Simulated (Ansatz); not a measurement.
# Energy of Al₂Cu along a shift of atoms along one path

System: Al₂Cu (C2/m, 3 atoms in the cell).
Method: DFT r2SCAN, scalar-relativistic, plane waves, PAW, no spin polarisation (Ansatz 0.2.0).

The 6 runs differ only in the geometry, by a shift of atoms along one path in a fixed cell. The shift s is measured from run 4: Al2 moves along the Cartesian direction (1.00, 0.00, 0.00), and Al1 with it in fixed proportion. The structure derives from a Materials Project entry.

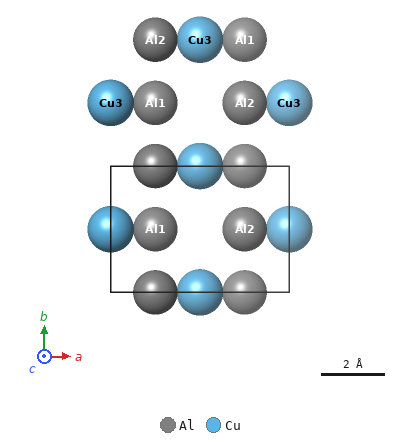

Figure 1. The structure of run 4 (spheres-only view of the cell 2 times as large as that of the calculation, set on its symmetry axes, repeated 1 × 2 × 1, along the c axis; atoms are numbered from 1 in the order of the input). An atom can appear more than once, as a periodic image.

## Input of run 4
```yaml
crystal:
  lattice:
    - [-2.0273575168, 2.0273575168, 2.8669875134]
    - [2.0273575168, -2.0273575168, 2.8669875134]
    - [2.0273575168, 2.0273575168, -2.8669875134]
  atoms:
    - { symbol: Al, position: [0.75, 0.219171693, 0.469171693] }
    - { symbol: Al, position: [0.25, 0.780828307, 0.530828307] }
    - { symbol: Cu, position: [0.5, 0.5, 0.0] }
basis:
  ecutwfc: 500
kpoints:
  mp_grid: { grid: [16, 16, 16] }
hamiltonian:
  xc: r2scan
scf:
  occupations: { method: gaussian, width: 0.15 }
output:
  forces: true
  stress: true
  eigenvalues: true
```

Command:
```bash
ansatz run input.yaml --threads 2 --pin off --max-ram 5120MiB --backend cpu --events-out ev --progress --plain --runs-dir out
```

Lattice vectors (Å) and fractional positions of run 4:
```
  -2.027358    2.027358    2.866988
   2.027358   -2.027358    2.866988
   2.027358    2.027358   -2.866988
Al  0.750000  0.219172  0.469172
Al  0.250000  0.780828  0.530828
Cu  0.500000  0.500000  0.000000
```

Run 5 differs from it as follows:
```diff
-    - { symbol: Al, position: [0.75, 0.219171693, 0.469171693] }
-    - { symbol: Al, position: [0.25, 0.780828307, 0.530828307] }
+    - { symbol: Al, position: [0.75, 0.2130060316, 0.4630060316] }
+    - { symbol: Al, position: [0.25, 0.7869939684, 0.5369939684] }
```

## Results, with one run withheld

| run | shift s of Al2 (Å) | free energy per atom, from the lowest run given (meV) | pressure (GPa) | force along the path (eV/Å) |
| --- | --- | --- | --- | --- |
| 1 | −0.3250 | 107.39 | 3.65 | 3.548 |
| 2 | −0.2250 | 21.00 | 0.93 | 1.686 |
| 3 | −0.0750 | 0.00 | 0.25 | −0.839 |
| 4 | 0.0000 | 36.87 | 1.44 | −2.125 |
| 5 | 0.0250 | ? | ? | ? |
| 6 | 0.0500 | 79.91 | 2.80 | −3.052 |

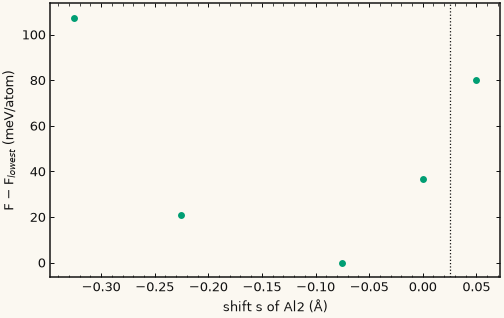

Figure 2. Free energy per atom of the runs given; the dotted line marks run 5.

Estimate the energy of run 5 from the others.

A cubic polynomial in the coordinate, fitted to the 5 runs given, misses them by at most 0.31 meV per atom. With x = s + 0.1150, it reads F = −7.1436 + 58.48 x + 2854.4 x² − 97.919 x³ (meV per atom). At run 5 it gives 56.72 meV per atom, and the run itself gives 56.46. The slope of the fit gives a force −dF/ds of −2.556 eV/Å along the path (summed over the atoms that move), and the printed forces give −2.579 eV/Å. The fit has its minimum at s = −0.1252 Å.

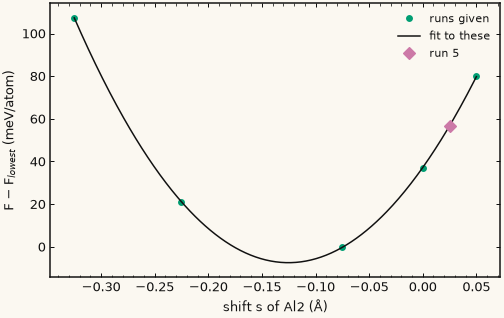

Figure 3. The fit and the withheld run.

## Output, shortened to warnings, some set-up lines, iterations and results (run 5)
```
Basis set: ecut = 500 eV, 1243 PW (Γ), exchange–correlation on 120×120×120 points (64 copies of the dense FFT grid, shifted against one another)
Symmetry: 4 space group operations
k-points: 1098 of 4096
Initial density: superposition of atomic densities (neutral atoms: chi_scale 0, normalization atom), corrected by the library's trained network
[...]
SCF iter   1: F=—  HF=-7712.504290 eV  |F-HF|=—  |Δ(HF+E_count)|=         —  Δρ=2.25e-2  dr2=1.72e-1  dr2_τ=1.21e-2  ethr=1.77e-3  ⟨swp⟩=5.1  Hψ=95064  notcnv=0
SCF iter   2: F=—  HF=-7712.533960 eV  |F-HF|=—  |Δ(HF+E_count)|=   2.97e-2  Δρ=1.81e-2  dr2=7.79e-2  dr2_τ=8.62e-4  ethr=6.89e-4  ⟨swp⟩=2.0  Hψ=39959  notcnv=0  defer=267
SCF iter   3: F=—  HF=-7712.509982 eV  |F-HF|=—  |Δ(HF+E_count)|=   2.40e-2  Δρ=4.38e-3  dr2=1.18e-2  dr2_τ=2.94e-5  ethr=3.12e-4  ⟨swp⟩=2.0  Hψ=31022  notcnv=0  defer=267
SCF iter   4: F=—  HF=-7712.507039 eV  |F-HF|=—  |Δ(HF+E_count)|=   2.94e-3  Δρ=1.42e-3  dr2=6.01e-4  dr2_τ=8.85e-6  ethr=4.71e-5  ⟨swp⟩=1.0  Hψ=27452  notcnv=0  defer=266
SCF iter   5: F=—  HF=-7712.507150 eV  |F-HF|=—  |Δ(HF+E_count)|=   1.12e-4  Δρ=5.58e-4  dr2=1.66e-4  dr2_τ=7.87e-7  ethr=2.40e-6  ⟨swp⟩=2.0  Hψ=24470  notcnv=0  defer=266
SCF iter   6: F=—  HF=-7712.507133 eV  |F-HF|=—  |Δ(HF+E_count)|=   1.70e-5  Δρ=2.37e-4  dr2=3.34e-5  dr2_τ=1.03e-7  ethr=6.66e-7  ⟨swp⟩=2.0  Hψ=27754  notcnv=0  defer=266
SCF iter   7: F=—  HF=-7712.507130 eV  |F-HF|=—  |Δ(HF+E_count)|=   3.04e-6  Δρ=7.65e-5  dr2=3.73e-6  dr2_τ=1.16e-8  ethr=1.34e-7  ⟨swp⟩=1.0  Hψ=18528  notcnv=0  defer=266
SCF iter   8: F=—  HF=-7712.507130 eV  |F-HF|=—  |Δ(HF+E_count)|=   1.05e-7  Δρ=1.59e-5  dr2=1.91e-7  dr2_τ=8.40e-10  ethr=1.49e-8  ⟨swp⟩=2.0  Hψ=26315  notcnv=0  defer=266
SCF iter   9: F=-7712.507130 eV  HF=-7712.507130 eV  |F-HF|=2.29e-9  |Δ(HF+E_count)|=   2.87e-8  Δρ=3.16e-6  dr2=6.84e-9  dr2_τ=5.02e-11  ethr=4.00e-10  ⟨swp⟩=4.9  Hψ=64731  …
SCF 1 converged in 9 iterations: F = -7712.507130 eV  dr2 = 6.84e-9
SCF converged after 9 iterations
Free energy (F): -7712.507130 eV
Harris-Foulkes:  -7712.507130 eV  (|F-HF|=2.29e-9)
Internal energy: -7712.498069 eV  (E = F + TS)
E sigma→0 (E₀):  -7712.502599 eV
Entropy (-TS):   -0.009062 eV (-3.021 meV/atom)
Fermi energy:    9.291063 eV
--- Per-component energies (eV) ---
  E_band       = -518.523308
  E_kinetic    = 346.949591
  E_local      = -5900.257565  (includes V_loc(G=0)·N_el)
  E_nonlocal   = 404.897605
  E_hartree    = 2645.412806
  E_xc         = -158.980526
  E_vxc        = -190.229514  (∫ρ·V_xc dr)
  E_paw        = -2616.233732  (= ΣΔE_a)
  E_vpaw       = -482.860018  (= ΣTr[D̂ρ^β])
  E_aug_tail   = 0.000145  (compensation charges beyond the density's cutoff)
  E_vtau       = 12.157226  (kinetic-family band-sum trace: ∫τ·v_τ [+ j·A + Jᵃ·Aᵃ] dr)
  E_ewald      = -2433.865068
  E_core_change = -0.421324  (= ΣΔE_core)
  E_smearing   = -0.009062  (= −TS)
  E_closure    = 0.000000  (closes the sum)
  Σ components = -7712.507130   (vs F -7712.507130, Δ=0.00e0)
--- Forces (eV/Å), atoms counted from 1 ---
  atom   1  Al     1.28954604     0.00000000     0.20072832
  atom   2  Al    -1.28954604     0.00000000    -0.20072832
  atom   3  Cu     0.00000000     0.00000000     0.00000000
  max |Σ_I F_I| component: 2.78e-17 eV/Å
--- Stress (GPa, compression-positive) ---
        3.116441       0.000000       5.151936
        0.000000       2.416644       0.000000
        5.151938       0.000000       0.646929
  P = ⅓ Tr σ = 2.0600 GPa (20.600 kbar)
```
